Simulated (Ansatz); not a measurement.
# Geometry relaxation, with input and output: SnS₂ (part 2 of 2)

Continued. System: SnS₂ (slab, 27 atoms in the cell). Method: DFT PBE+D3(BJ), scalar-relativistic, plane waves, PAW, no spin polarisation (Ansatz 0.2.0); cutoff 420 eV, 2×2×1 k-mesh, Gaussian smearing of 0.05 eV. The structure derives from an entry of the Crystallography Open Database. The input holds or restrains some coordinates. Forces given for the steps count only the free coordinates. It belongs to a series of runs on one base structure; here: clean slab, lower planes held.

## Output, continued
```
--- Forces (eV/Å), atoms counted from 1 ---
  atom   1  S      0.00000000    -0.00000000    -0.00035093
  atom   2  S     -0.00000000    -0.00000000    -0.00035093
  atom   3  S     -0.00000000    -0.00000000    -0.00035093
  atom   4  S     -0.00000000    -0.00000000    -0.00035093
  atom   5  S     -0.00000000    -0.00000000    -0.00035093
  atom   6  S     -0.00000000    -0.00000000    -0.00035093
  atom   7  S      0.00000000    -0.00000000    -0.00035093
  atom   8  S      0.00000000    -0.00000000    -0.00035093
  atom   9  S      0.00000000    -0.00000000    -0.00035093
  atom  10  Sn     0.00000000    -0.00000000     0.00037390
  atom  11  Sn     0.00000000    -0.00000000     0.00037390
  atom  12  Sn     0.00000000    -0.00000000     0.00037390
  atom  13  Sn     0.00000000    -0.00000000     0.00037390
  atom  14  Sn     0.00000000    -0.00000000     0.00037390
  atom  15  Sn     0.00000000    -0.00000000     0.00037390
  atom  16  Sn     0.00000000    -0.00000000     0.00037390
  atom  17  Sn     0.00000000    -0.00000000     0.00037390
  atom  18  Sn     0.00000000    -0.00000000     0.00037390
  atom  19  S     -0.00000000     0.00000000     0.00002689
  atom  20  S      0.00000000     0.00000000     0.00002689
  atom  21  S     -0.00000000     0.00000000     0.00002689
  atom  22  S     -0.00000000     0.00000000     0.00002689
  atom  23  S     -0.00000000     0.00000000     0.00002689
  atom  24  S     -0.00000000     0.00000000     0.00002689
  atom  25  S      0.00000000     0.00000000     0.00002689
  atom  26  S     -0.00000000     0.00000000     0.00002689
  atom  27  S      0.00000000     0.00000000     0.00002689
  max |Σ_I F_I| component: 4.49e-4 eV/Å
--- Band table (eV) ---
  k-point 0: bands = ["-23.5668", "-23.5668", "-23.5668", "-23.5668", "-23.5668", "-23.5668", "-23.5333", "-23.5333", "-23.5333", "-23.5333", "-23.5142", "-23.5142", "-23.4829", "-23.4829", "-23.4829", "-23.4829", "-23.4829", "-23.4829", "-23.4781", "-23.4781", "-23.4781", "-23.4781", "-23.4781", "-23.4781", "-23.4731", "-23.4499", "-23.4499", "-23.4499", "-23.4499", "-23.4487", "-23.4487", "-23.4327", "-23.4327", "-23.4327", "-23.4327", "-23.4327", "-23.4327", "-23.4324", "-23.4324", "-23.4324", "-23.4324", "-23.4324", "-23.4324", "-23.4248", "-23.4248", "-16.1378", "-15.0305", "-15.0305", "-15.0305", "-15.0305", "-15.0305", "-15.0305", "-14.4028", "-13.8180", "-13.8180", "-13.8179", "-13.8179", "-13.7950", "-13.7950", "-13.7950", "-13.7950", "-13.7950", "-13.7950", "-9.6098", "-9.6098", "-8.6556", "-8.6556", "-8.6556", "-8.6556", "-8.6556", "-8.6556", "-7.6318", "-6.4060", "-6.4060", "-6.4060", "-6.4060", "-6.4060", "-6.4060", "-6.2630", "-6.2630", "-6.2628", "-6.2628", "-5.8531", "-5.8531", "-4.7439", "-4.7439", "-4.7439", "-4.7439", "-4.7439", "-4.7439", "-4.6407", "-4.6407", "-4.6407", "-4.6407", "-4.6407", "-4.6407", "-3.5846", "-3.3790", "-3.3790", "-3.3790", "-3.3790", "-3.2551", "-3.2551", "-3.2551", "-3.2551", "-3.2551", "-3.2551", "-3.2128", "-3.2128", "-2.9006", "-2.9006", "-2.9006", "-2.9006", "-2.9006", "-2.9006", "-2.8358", "-2.8358", "-0.6587", "-0.6587", "-0.6587", "-0.6587", "-0.6587", "-0.6587", "-0.3246", "-0.0757", "-0.0757", "1.1058", "2.2005", "2.2005", "2.2005", "2.2005", "2.2005", "2.2005", "2.7099", "2.7099", "3.3978", "3.3978", "3.3979", "3.3979", "3.4696", "3.4696", "3.4696", "3.4696", "3.4696"]
  k-point 1: bands = ["-23.5864", "-23.5655", "-23.5655", "-23.5655", "-23.5655", "-23.5473", "-23.5473", "-23.5298", "-23.5298", "-23.4996", "-23.4996", "-23.4971", "-23.4971", "-23.4971", "-23.4971", "-23.4951", "-23.4951", "-23.4856", "-23.4811", "-23.4734", "-23.4734", "-23.4734", "-23.4734", "-23.4671", "-23.4671", "-23.4638", "-23.4638", "-23.4563", "-23.4563", "-23.4534", "-23.4534", "-23.4475", "-23.4475", "-23.4363", "-23.4363", "-23.4363", "-23.4363", "-23.4313", "-23.4313", "-23.4192", "-23.4189", "-23.4189", "-23.4189", "-23.4189", "-23.4181", "-15.8385", "-15.8385", "-15.2778", "-15.2778", "-14.4019", "-14.4019", "-14.4019", "-14.4019", "-14.3150", "-14.1941", "-14.1941", "-13.8800", "-13.8800", "-13.7685", "-13.6760", "-13.6760", "-13.6760", "-13.6760", "-9.4103", "-9.2752", "-9.2752", "-9.2752", "-9.2752", "-8.2799", "-8.2799", "-7.7532", "-7.7532", "-7.0265", "-6.6833", "-6.6833", "-6.6833", "-6.6833", "-5.7732", "-5.7732", "-5.6781", "-5.6781", "-5.6781", "-5.6781", "-5.3868", "-5.3868", "-4.9493", "-4.9258", "-4.9258", "-4.9258", "-4.9258", "-4.8206", "-4.8206", "-4.7481", "-4.0026", "-4.0026", "-3.8583", "-3.8583", "-3.8049", "-3.8049", "-3.5769", "-3.5769", "-3.5769", "-3.5769", "-3.5396", "-3.5396", "-3.4548", "-3.4548", "-3.2412", "-3.0926", "-3.0926", "-3.0926", "-3.0926", "-3.0737", "-3.0737", "-2.9992", "-2.7468", "-2.7468", "-1.1678", "-0.3091", "-0.3091", "-0.3091", "-0.3091", "0.1462", "0.1462", "0.1980", "0.1980", "1.9441", "1.9441", "2.0406", "2.8353", "2.8353", "2.9113", "2.9113", "3.0046", "3.0046", "3.0046", "3.0046", "3.1936", "3.1936", "3.2854", "3.2854", "3.4023", "3.4023", "3.4023"]
--- Relaxed structure (3 steps of the walk, 2 accepted, 0 SCFs on fresh bases) ---
  F+E_penalty+E_count = -70471.45637677 eV   max|allowed force component| = 3.739e-4 eV/Å
  atoms:
    - { symbol: S, position: [0.11111111111111112, 0.22222222222222224, 0.4220235433] }
    - { symbol: S, position: [0.11111111111111113, 0.5555555555555556, 0.4220235433] }
    - { symbol: S, position: [0.1111111111111111, 0.8888888888888888, 0.4220235433] }
    - { symbol: S, position: [0.4444444444444444, 0.22222222222222224, 0.4220235433] }
    - { symbol: S, position: [0.4444444444444444, 0.5555555555555556, 0.4220235433] }
    - { symbol: S, position: [0.4444444444444444, 0.8888888888888888, 0.4220235433] }
    - { symbol: S, position: [0.7777777777777778, 0.22222222222222224, 0.4220235433] }
    - { symbol: S, position: [0.7777777777777778, 0.5555555555555556, 0.4220235433] }
    - { symbol: S, position: [0.7777777777777777, 0.8888888888888888, 0.4220235433] }
    - { symbol: Sn, position: [4.857075222465615e-20, -4.414091954959165e-35, 0.5001905589191299] }
    - { symbol: Sn, position: [0.0, 0.3333333333333333, 0.5001905589191299] }
    - { symbol: Sn, position: [0.0, 0.6666666666666666, 0.5001905589191299] }
    - { symbol: Sn, position: [0.3333333333333333, -4.71335242648182e-35, 0.5001905589191299] }
    - { symbol: Sn, position: [0.3333333333333333, 0.3333333333333333, 0.5001905589191299] }
    - { symbol: Sn, position: [0.3333333333333333, 0.6666666666666666, 0.5001905589191299] }
    - { symbol: Sn, position: [0.6666666666666666, -5.798171635751446e-35, 0.5001905589191299] }
    - { symbol: Sn, position: [0.6666666666666666, 0.3333333333333333, 0.5001905589191299] }
    - { symbol: Sn, position: [0.6666666666666666, 0.6666666666666666, 0.5001905589191299] }
    - { symbol: S, position: [0.2222222222222222, 0.11111111111111112, 0.5783593635409819] }
    - { symbol: S, position: [0.2222222222222222, 0.4444444444444444, 0.5783593635409819] }
    - { symbol: S, position: [0.22222222222222224, 0.7777777777777778, 0.5783593635409819] }
    - { symbol: S, position: [0.5555555555555556, 0.11111111111111112, 0.5783593635409819] }
    - { symbol: S, position: [0.5555555555555556, 0.4444444444444444, 0.5783593635409819] }
    - { symbol: S, position: [0.5555555555555556, 0.7777777777777778, 0.5783593635409819] }
    - { symbol: S, position: [0.888888888888889, 0.11111111111111112, 0.5783593635409819] }
    - { symbol: S, position: [0.8888888888888888, 0.4444444444444444, 0.5783593635409819] }
    - { symbol: S, position: [0.8888888888888888, 0.7777777777777778, 0.5783593635409819] }
```

## Trajectory as extended XYZ (Å, eV, eV/Å), 3 frames, from step=1 to step=3
```
27
Lattice="11.0092 0.0000 0.0000 -5.5046 9.5343 0.0000 0.0000 0.0000 18.9563" Properties=species:S:1:pos:R:3:forces:R:3 step=1 energy=-70471.45509
S     0.0000    2.1187    8.0000    0.0000   0.0000  -0.0390
S    -1.8349    5.2968    8.0000    0.0000   0.0000  -0.0390
S    -3.6697    8.4749    8.0000    0.0000   0.0000  -0.0390
S     3.6697    2.1187    8.0000    0.0000   0.0000  -0.0390
S     1.8349    5.2968    8.0000    0.0000   0.0000  -0.0390
S     0.0000    8.4749    8.0000    0.0000   0.0000  -0.0390
S     7.3395    2.1187    8.0000    0.0000   0.0000  -0.0390
S     5.5046    5.2968    8.0000    0.0000   0.0000  -0.0390
S     3.6697    8.4749    8.0000    0.0000   0.0000  -0.0390
Sn    0.0000    0.0000    9.4781    0.0000   0.0000  -0.0004
Sn   -1.8349    3.1781    9.4781    0.0000   0.0000  -0.0004
Sn   -3.6697    6.3562    9.4781    0.0000   0.0000  -0.0004
Sn    3.6697    0.0000    9.4781    0.0000   0.0000  -0.0004
Sn    1.8349    3.1781    9.4781    0.0000   0.0000  -0.0004
Sn    0.0000    6.3562    9.4781    0.0000   0.0000  -0.0004
Sn    7.3395    0.0000    9.4781    0.0000   0.0000  -0.0004
Sn    5.5046    3.1781    9.4781    0.0000   0.0000  -0.0004
Sn    3.6697    6.3562    9.4781    0.0000   0.0000  -0.0004
S     1.8349    1.0594   10.9563    0.0000   0.0000   0.0395
S     0.0000    4.2375   10.9563    0.0000   0.0000   0.0395
S    -1.8349    7.4155   10.9563    0.0000   0.0000   0.0395
S     5.5046    1.0594   10.9563    0.0000   0.0000   0.0395
S     3.6697    4.2375   10.9563    0.0000   0.0000   0.0395
S     1.8349    7.4155   10.9563    0.0000   0.0000   0.0395
S     9.1744    1.0594   10.9563    0.0000   0.0000   0.0395
S     7.3395    4.2375   10.9563    0.0000   0.0000   0.0395
S     5.5046    7.4155   10.9563    0.0000   0.0000   0.0395
27
Lattice="11.0092 0.0000 0.0000 -5.5046 9.5343 0.0000 0.0000 0.0000 18.9563" Properties=species:S:1:pos:R:3:forces:R:3 step=2 energy=-70471.45457 accepted=F
S     0.0000    2.1187    8.0000    0.0000   0.0000   0.0451
S    -1.8349    5.2968    8.0000    0.0000   0.0000   0.0451
S    -3.6697    8.4749    8.0000    0.0000   0.0000   0.0451
S     3.6697    2.1187    8.0000    0.0000   0.0000   0.0451
S     1.8349    5.2968    8.0000    0.0000   0.0000   0.0451
S     0.0000    8.4749    8.0000    0.0000   0.0000   0.0451
S     7.3395    2.1187    8.0000    0.0000   0.0000   0.0451
S     5.5046    5.2968    8.0000    0.0000   0.0000   0.0451
S     3.6697    8.4749    8.0000    0.0000   0.0000   0.0451
Sn    0.0000    0.0000    9.4860    0.0000   0.0000   0.0024
Sn   -1.8349    3.1781    9.4860    0.0000   0.0000   0.0024
Sn   -3.6697    6.3562    9.4860    0.0000   0.0000   0.0024
Sn    3.6697    0.0000    9.4860    0.0000   0.0000   0.0024
Sn    1.8349    3.1781    9.4860    0.0000   0.0000   0.0024
Sn    0.0000    6.3562    9.4860    0.0000   0.0000   0.0024
Sn    7.3395    0.0000    9.4860    0.0000   0.0000   0.0024
Sn    5.5046    3.1781    9.4860    0.0000   0.0000   0.0024
Sn    3.6697    6.3562    9.4860    0.0000   0.0000   0.0024
S     1.8349    1.0594   10.9722    0.0000   0.0000  -0.0475
S     0.0000    4.2375   10.9722    0.0000   0.0000  -0.0475
S    -1.8349    7.4155   10.9722    0.0000   0.0000  -0.0475
S     5.5046    1.0594   10.9722    0.0000   0.0000  -0.0475
S     3.6697    4.2375   10.9722    0.0000   0.0000  -0.0475
S     1.8349    7.4155   10.9722    0.0000   0.0000  -0.0475
S     9.1744    1.0594   10.9722    0.0000   0.0000  -0.0475
S     7.3395    4.2375   10.9722    0.0000   0.0000  -0.0475
S     5.5046    7.4155   10.9722    0.0000   0.0000  -0.0475
27
Lattice="11.0092 0.0000 0.0000 -5.5046 9.5343 0.0000 0.0000 0.0000 18.9563" Properties=species:S:1:pos:R:3:forces:R:3 step=3 energy=-70471.45638
S     0.0000    2.1187    8.0000    0.0000   0.0000  -0.0004
S    -1.8349    5.2968    8.0000    0.0000   0.0000  -0.0004
S    -3.6697    8.4749    8.0000    0.0000   0.0000  -0.0004
S     3.6697    2.1187    8.0000    0.0000   0.0000  -0.0004
S     1.8349    5.2968    8.0000    0.0000   0.0000  -0.0004
S     0.0000    8.4749    8.0000    0.0000   0.0000  -0.0004
S     7.3395    2.1187    8.0000    0.0000   0.0000  -0.0004
S     5.5046    5.2968    8.0000    0.0000   0.0000  -0.0004
S     3.6697    8.4749    8.0000    0.0000   0.0000  -0.0004
Sn    0.0000    0.0000    9.4818    0.0000   0.0000   0.0004
Sn   -1.8349    3.1781    9.4818    0.0000   0.0000   0.0004
Sn   -3.6697    6.3562    9.4818    0.0000   0.0000   0.0004
Sn    3.6697    0.0000    9.4818    0.0000   0.0000   0.0004
Sn    1.8349    3.1781    9.4818    0.0000   0.0000   0.0004
Sn    0.0000    6.3562    9.4818    0.0000   0.0000   0.0004
Sn    7.3395    0.0000    9.4818    0.0000   0.0000   0.0004
Sn    5.5046    3.1781    9.4818    0.0000   0.0000   0.0004
Sn    3.6697    6.3562    9.4818    0.0000   0.0000   0.0004
S     1.8349    1.0594   10.9635    0.0000   0.0000   0.0000
S     0.0000    4.2375   10.9635    0.0000   0.0000   0.0000
S    -1.8349    7.4155   10.9635    0.0000   0.0000   0.0000
S     5.5046    1.0594   10.9635    0.0000   0.0000   0.0000
S     3.6697    4.2375   10.9635    0.0000   0.0000   0.0000
S     1.8349    7.4155   10.9635    0.0000   0.0000   0.0000
S     9.1744    1.0594   10.9635    0.0000   0.0000   0.0000
S     7.3395    4.2375   10.9635    0.0000   0.0000   0.0000
S     5.5046    7.4155   10.9635    0.0000   0.0000   0.0000
```

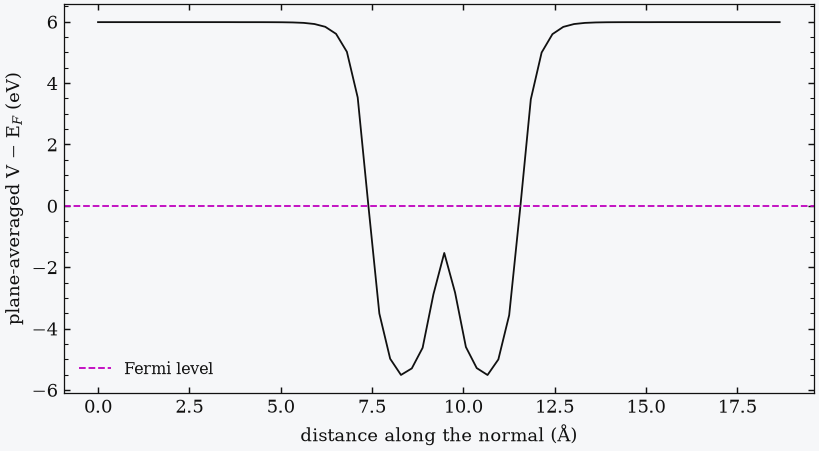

Fig. 1: Plane average of the electrostatic potential energy of an electron across the cell, from the Fermi level. The vacuum level lies 5.99 eV above the Fermi level.

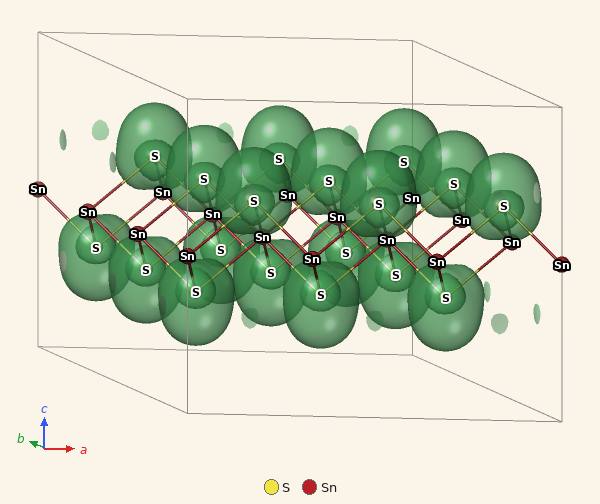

Fig. 2: Isosurface of the ELF at 0.75 (green), seen slightly off an axis. Core shells and regions of very low density are left out. Sticks mark near contacts. Profiles from the grid: Sn–S (2.59 Å): the ELF is about 0.55 at the midpoint. The fields are those of the smooth PAW valence density.

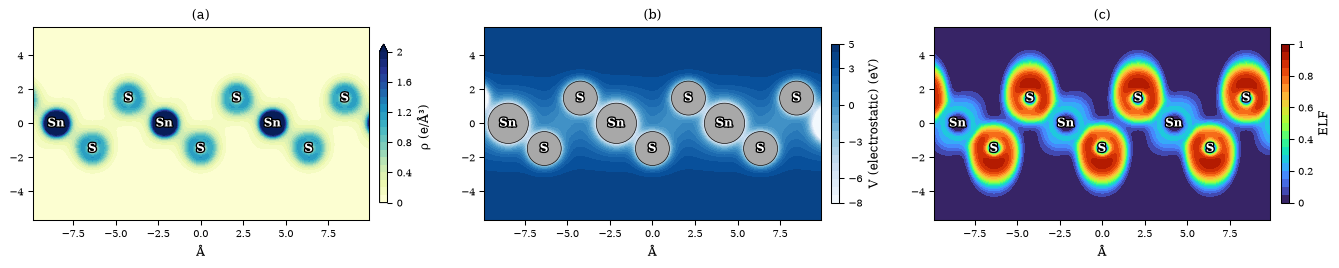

Fig. 3: (a) valence charge density (pseudo); (b) electrostatic potential energy of an electron; (c) ELF on the (110) plane of the calculation cell, a cut from vacuum to vacuum. Grey discs, where drawn, cover atomic cores. Sn–S (2.59 Å): the density is about 0.44 e/Å³ at the midpoint; the ELF is about 0.55 at the midpoint. The density dies away to nearly zero in the vacuum.
